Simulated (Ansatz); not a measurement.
# Geometry relaxation, with input and output: Rh (part 3 of 3)

Continued. System: Rh (slab, 16 atoms in the cell). Method: DFT PBE+D3(BJ), scalar-relativistic, plane waves, PAW, no spin polarisation (Ansatz 0.2.0); cutoff 420 eV, 4×4×1 k-mesh, Gaussian smearing of 0.1 eV. The structure derives from an entry of the Crystallography Open Database. The input holds or restrains some coordinates. Forces given for the steps count only the free coordinates. It belongs to a series of runs on one base structure; here: clean slab, lower planes held.

Geometry of the input (Å; fractional positions):
```
5.3648  0.0000  0.0000
0.0000  5.3648  0.0000
0.0000  0.0000  21.6902
Rh 0.2500  0.2500  0.3688
Rh 0.2500  0.7500  0.3688
Rh 0.7500  0.2500  0.3688
Rh 0.7500  0.7500  0.3688
Rh 0.5000  0.5000  0.4563
Rh 0.5000  0.0000  0.4563
Rh 0.0000  0.5000  0.4563
Rh 0.0000  0.0000  0.4563
Rh 0.7500  0.7500  0.5437
Rh 0.7500  0.2500  0.5437
Rh 0.2500  0.7500  0.5437
Rh 0.2500  0.2500  0.5437
Rh 0.0000  0.0000  0.6312
Rh 0.0000  0.5000  0.6312
Rh 0.5000  0.0000  0.6312
Rh 0.5000  0.5000  0.6312
```

## Output, continued
```
  k-point 5: bands = ["-74.2909", "-74.2909", "-74.2909", "-74.2909", "-74.2233", "-74.2233", "-74.2233", "-74.2233", "-73.5922", "-73.5922", "-73.5922", "-73.5922", "-73.5523", "-73.5523", "-73.5523", "-73.5523", "-42.3227", "-42.3227", "-42.3227", "-42.3227", "-42.2504", "-42.2504", "-42.2504", "-42.2504", "-42.2437", "-42.2437", "-42.2437", "-42.2437", "-42.1233", "-42.1233", "-42.1233", "-42.1233", "-42.0680", "-42.0680", "-42.0680", "-42.0680", "-41.9985", "-41.9985", "-41.9985", "-41.9985",
      "-41.5373", "-41.5373", "-41.5373", "-41.5373", "-41.5372", "-41.5372", "-41.5372", "-41.5372", "-41.5008", "-41.5008", "-41.5008", "-41.5008", "-41.5004", "-41.5004", "-41.5004", "-41.5004", "-41.3454", "-41.3454", "-41.3454", "-41.3454", "-41.3034", "-41.3034", "-41.3034", "-41.3034", "-0.5212", "-0.5212", "-0.5212", "-0.5212", "-0.0228", "-0.0228", "-0.0228", "-0.0228", "0.1859", "0.1859", "0.1859", "0.1859", "0.4414", "0.4414", "0.4414", "0.4414",
      "0.5346", "0.5346", "0.5346", "0.5346", "0.7362", "0.7362", "0.7362", "0.7362", "0.8703", "0.8703", "0.8703", "0.8703", "1.2115", "1.2115", "1.2115", "1.2115", "1.5488", "1.5488", "1.5488", "1.5488", "1.8367", "1.8367", "1.8367", "1.8367", "2.6839", "2.6839", "2.6839", "2.6839", "2.7309", "2.7309", "2.7309", "2.7309", "2.7313", "2.7313", "2.7313", "2.7313", "3.2531", "3.2531", "3.2531", "3.2531",
      "3.2674", "3.2674", "3.2674", "3.2674", "3.2888", "3.2888", "3.2888", "3.2888", "3.5995", "3.5995", "3.5995", "3.5995", "3.6338", "3.6338", "3.6338", "3.6338", "4.2378", "4.2378", "4.2378", "4.2378", "4.4108", "4.4108", "4.4108", "4.4108", "5.2312", "5.2312", "5.2312", "5.2312", "5.7515", "5.7515", "5.7515", "5.7515", "7.6803", "7.6803", "7.6803", "7.6803", "9.8132", "9.8132", "9.8132", "9.8132",
      "11.4384", "11.4384", "11.4384", "11.4384"]
--- Relaxed structure (4 steps of the walk, 4 accepted, 0 SCFs on fresh bases) ---
  F+E_penalty+E_count = -102444.70994047 eV   max|allowed force component| = 1.077e-2 eV/Å
  atoms:
    - { symbol: Rh, position: [0.25, 0.25, 0.3688297481] }
    - { symbol: Rh, position: [0.25, 0.75, 0.3688297481] }
    - { symbol: Rh, position: [0.75, 0.25, 0.3688297481] }
    - { symbol: Rh, position: [0.75, 0.75, 0.3688297481] }
    - { symbol: Rh, position: [0.5, 0.5, 0.45627658270000004] }
    - { symbol: Rh, position: [0.5, 0.0, 0.45627658270000004] }
    - { symbol: Rh, position: [0.0, 0.5, 0.45627658270000004] }
    - { symbol: Rh, position: [0.0, 0.0, 0.45627658270000004] }
    - { symbol: Rh, position: [0.75, 0.75, 0.5445471930926788] }
    - { symbol: Rh, position: [0.75, 0.25, 0.5445471930926788] }
    - { symbol: Rh, position: [0.25, 0.75, 0.5445471930926788] }
    - { symbol: Rh, position: [0.25, 0.25, 0.5445471930926788] }
    - { symbol: Rh, position: [-3.5058021022176182e-37, 0.0, 0.6299138128879633] }
    - { symbol: Rh, position: [-3.5058021022176182e-37, 0.5, 0.6299138128879633] }
    - { symbol: Rh, position: [0.5, 0.0, 0.6299138128879633] }
    - { symbol: Rh, position: [0.5, 0.5, 0.6299138128879633] }
```

## Trajectory as extended XYZ (Å, eV, eV/Å), 4 frames, from step=1 to step=4
```
16
Lattice="5.3648 0.0000 0.0000 0.0000 5.3648 0.0000 0.0000 0.0000 21.6902" Properties=species:S:1:pos:R:3:forces:R:3 step=1 energy=-102444.67770
Rh    1.3412    1.3412    8.0000    0.0000   0.0000   0.3246
Rh    1.3412    4.0236    8.0000    0.0000   0.0000   0.3246
Rh    4.0236    1.3412    8.0000    0.0000   0.0000   0.3246
Rh    4.0236    4.0236    8.0000    0.0000   0.0000   0.3246
Rh    2.6824    2.6824    9.8967    0.0000   0.0000  -0.3963
Rh    2.6824    0.0000    9.8967    0.0000   0.0000  -0.3963
Rh    0.0000    2.6824    9.8967    0.0000   0.0000  -0.3963
Rh    0.0000    0.0000    9.8967    0.0000   0.0000  -0.3963
Rh    4.0236    4.0236   11.7935    0.0000   0.0000   0.3963
Rh    4.0236    1.3412   11.7935    0.0000   0.0000   0.3963
Rh    1.3412    4.0236   11.7935    0.0000   0.0000   0.3963
Rh    1.3412    1.3412   11.7935    0.0000   0.0000   0.3963
Rh    0.0000    0.0000   13.6902    0.0000   0.0000  -0.3246
Rh    0.0000    2.6824   13.6902    0.0000   0.0000  -0.3246
Rh    2.6824    0.0000   13.6902    0.0000   0.0000  -0.3246
Rh    2.6824    2.6824   13.6902    0.0000   0.0000  -0.3246
16
Lattice="5.3648 0.0000 0.0000 0.0000 5.3648 0.0000 0.0000 0.0000 21.6902" Properties=species:S:1:pos:R:3:forces:R:3 step=2 energy=-102444.70560
Rh    1.3412    1.3412    8.0000    0.0000   0.0000   0.3388
Rh    1.3412    4.0236    8.0000    0.0000   0.0000   0.3388
Rh    4.0236    1.3412    8.0000    0.0000   0.0000   0.3388
Rh    4.0236    4.0236    8.0000    0.0000   0.0000   0.3388
Rh    2.6824    2.6824    9.8967    0.0000   0.0000  -0.3773
Rh    2.6824    0.0000    9.8967    0.0000   0.0000  -0.3773
Rh    0.0000    2.6824    9.8967    0.0000   0.0000  -0.3773
Rh    0.0000    0.0000    9.8967    0.0000   0.0000  -0.3773
Rh    4.0236    4.0236   11.8077    0.0000   0.0000  -0.0970
Rh    4.0236    1.3412   11.8077    0.0000   0.0000  -0.0970
Rh    1.3412    4.0236   11.8077    0.0000   0.0000  -0.0970
Rh    1.3412    1.3412   11.8077    0.0000   0.0000  -0.0970
Rh    0.0000    0.0000   13.6438    0.0000   0.0000   0.1356
Rh    0.0000    2.6824   13.6438    0.0000   0.0000   0.1356
Rh    2.6824    0.0000   13.6438    0.0000   0.0000   0.1356
Rh    2.6824    2.6824   13.6438    0.0000   0.0000   0.1356
16
Lattice="5.3648 0.0000 0.0000 0.0000 5.3648 0.0000 0.0000 0.0000 21.6902" Properties=species:S:1:pos:R:3:forces:R:3 step=3 energy=-102444.70994
Rh    1.3412    1.3412    8.0000    0.0000   0.0000   0.3447
Rh    1.3412    4.0236    8.0000    0.0000   0.0000   0.3447
Rh    4.0236    1.3412    8.0000    0.0000   0.0000   0.3447
Rh    4.0236    4.0236    8.0000    0.0000   0.0000   0.3447
Rh    2.6824    2.6824    9.8967    0.0000   0.0000  -0.3329
Rh    2.6824    0.0000    9.8967    0.0000   0.0000  -0.3329
Rh    0.0000    2.6824    9.8967    0.0000   0.0000  -0.3329
Rh    0.0000    0.0000    9.8967    0.0000   0.0000  -0.3329
Rh    4.0236    4.0236   11.8114    0.0000   0.0000  -0.0108
Rh    4.0236    1.3412   11.8114    0.0000   0.0000  -0.0108
Rh    1.3412    4.0236   11.8114    0.0000   0.0000  -0.0108
Rh    1.3412    1.3412   11.8114    0.0000   0.0000  -0.0108
Rh    0.0000    0.0000   13.6630    0.0000   0.0000  -0.0009
Rh    0.0000    2.6824   13.6630    0.0000   0.0000  -0.0009
Rh    2.6824    0.0000   13.6630    0.0000   0.0000  -0.0009
Rh    2.6824    2.6824   13.6630    0.0000   0.0000  -0.0009
16
Lattice="5.3648 0.0000 0.0000 0.0000 5.3648 0.0000 0.0000 0.0000 21.6902" Properties=species:S:1:pos:R:3:forces:R:3 step=4 energy=-102444.70994
Rh    1.3412    1.3412    8.0000    0.0000   0.0000   0.3447
Rh    1.3412    4.0236    8.0000    0.0000   0.0000   0.3447
Rh    4.0236    1.3412    8.0000    0.0000   0.0000   0.3447
Rh    4.0236    4.0236    8.0000    0.0000   0.0000   0.3447
Rh    2.6824    2.6824    9.8967    0.0000   0.0000  -0.3329
Rh    2.6824    0.0000    9.8967    0.0000   0.0000  -0.3329
Rh    0.0000    2.6824    9.8967    0.0000   0.0000  -0.3329
Rh    0.0000    0.0000    9.8967    0.0000   0.0000  -0.3329
Rh    4.0236    4.0236   11.8114    0.0000   0.0000  -0.0108
Rh    4.0236    1.3412   11.8114    0.0000   0.0000  -0.0108
Rh    1.3412    4.0236   11.8114    0.0000   0.0000  -0.0108
Rh    1.3412    1.3412   11.8114    0.0000   0.0000  -0.0108
Rh    0.0000    0.0000   13.6630    0.0000   0.0000  -0.0010
Rh    0.0000    2.6824   13.6630    0.0000   0.0000  -0.0010
Rh    2.6824    0.0000   13.6630    0.0000   0.0000  -0.0010
Rh    2.6824    2.6824   13.6630    0.0000   0.0000  -0.0010
```

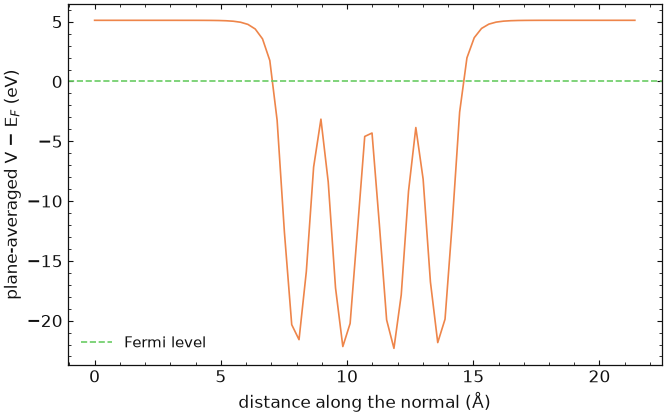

Figure 1. Plane average of the electrostatic potential energy of an electron across the cell, from the Fermi level. The vacuum level lies 5.12 eV above the Fermi level.

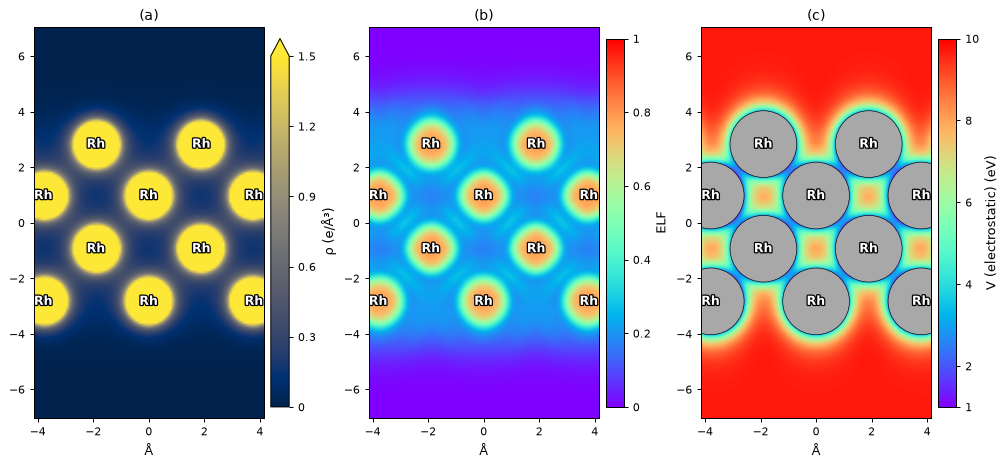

Figure 2. (a) valence pseudo-density; (b) electron localisation function; (c) electrostatic potential (local pseudopotential plus Hartree) felt by an electron on the (110) plane of the calculation cell, a cut from vacuum to vacuum. Grey discs, where drawn, cover atomic cores. Atoms in the plane: Rh. Rh–Rh (2.65 Å): ρ at the midpoint is about 0.4 e/Å³; the ELF is about 0.25 at the midpoint; no localised pair between them. Rh–Rh (2.68 Å): ρ is about 0.38 e/Å³ halfway; the ELF is about 0.25 at the midpoint; no shared electron pair. The density dies away to nearly zero in the vacuum. The strong features right at Rh lie inside the PAW spheres (semicore, d or f shells) and say nothing about bonding. Core electrons are frozen (PAW), so the fields are smoothed inside the atomic spheres.

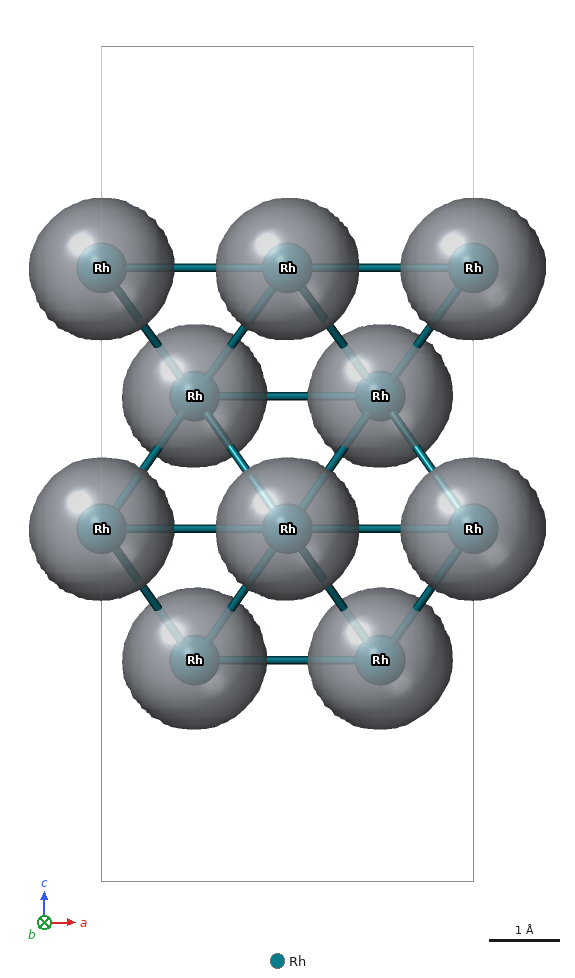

Figure 3. Isosurface of the valence charge density (pseudo) at 0.6 e/Å³ (grey), seen along the b axis. Sticks mark near contacts. At this value the density breaks into separate islands; it holds about 80 % of the electrons treated as valence (semicore included). It is pinched off along the Rh–Rh (2.65 Å) and Rh–Rh (2.70 Å) contacts. On the grid the lowest density along these lines, outside the cores, is 0.4 e/Å³ (Rh–Rh, 2.65 Å) and 0.37 e/Å³ (Rh–Rh, 2.70 Å).

## Key numbers

```tsv
quantity	value
outcome	converged under the restraints of the input
electrons treated	272
free energy	−102444.7099 eV
work function, top face	5.12 eV
work function, bottom face	5.12 eV
Fermi energy	4.586 eV
gap on the k-point mesh	none (metallic)
final volume	624.27 Å³
work function (upper face)	5.12 eV
largest force (length of the vector) at the end, held atoms and coordinates included	0.345 eV/Å
wall time	44 s (CPU time 2.9 min)
peak memory	2 GiB
```

## Notes

The program warns: the exchange-correlation potential is rough where the density is thin.
